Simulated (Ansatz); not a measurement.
Consider BN.

```yaml
crystal:
  lattice:
    - [2.21463, 0.00000, 0.00000]
    - [0.00000, 4.30995, 0.00000]
    - [0.00000, 0.00000, 6.97137]
  atoms:
    - { symbol: B, position: [0.00000, 0.32075, 0.25000] }
    - { symbol: B, position: [0.50000, 0.82075, 0.25000] }
    - { symbol: B, position: [0.50000, 0.17925, 0.75000] }
    - { symbol: B, position: [0.00000, 0.67925, 0.75000] }
    - { symbol: N, position: [0.00000, 0.35701, 0.75000] }
    - { symbol: N, position: [0.50000, 0.85701, 0.75000] }
    - { symbol: N, position: [0.50000, 0.14299, 0.25000] }
    - { symbol: N, position: [0.00000, 0.64299, 0.25000] }
```

Space group Cmcm; changed on purpose from its base cell (normal strain along x -0.1100, normal strain along z +0.0733); computed pressure about 52 GPa in this cell; PAW files of the earlier set (soft_1).

Level of theory: DFT LDA, scalar-relativistic, plane waves, PAW in Ansatz 0.2.0.

What can the converged valence pseudo-density and electron localisation function tell about the bonding?

B–N (1.35 Å): the density is about 2.2 e/Å³ at the midpoint; the ELF peaks at about 0.95 between the atoms (inside overlapping PAW spheres, so only a guide) (a polar covalent bond).
B–N (1.39 Å): the density is about 2 e/Å³ at the midpoint; the ELF peaks at about 0.95 between the atoms: a polar covalent bond.

Does the calculation give a band gap?

It is gapped, with a Kohn–Sham gap of 3.5 eV on the k-point mesh (the band edges may lie off the mesh, which would make the gap smaller).

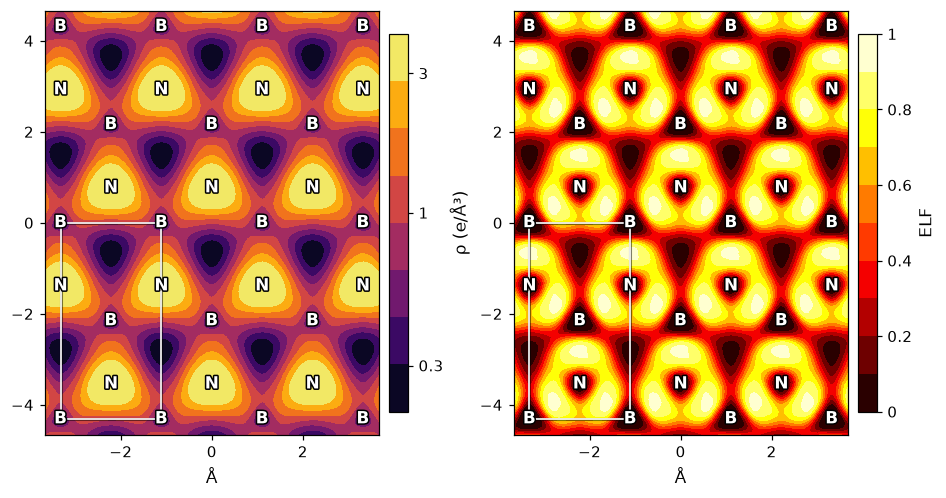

Computed valence pseudo-density and electron localisation function on the (001) plane of the conventional cell, in this order. 

In a PAW calculation such maps are meaningful between the atoms, not at the nuclei.
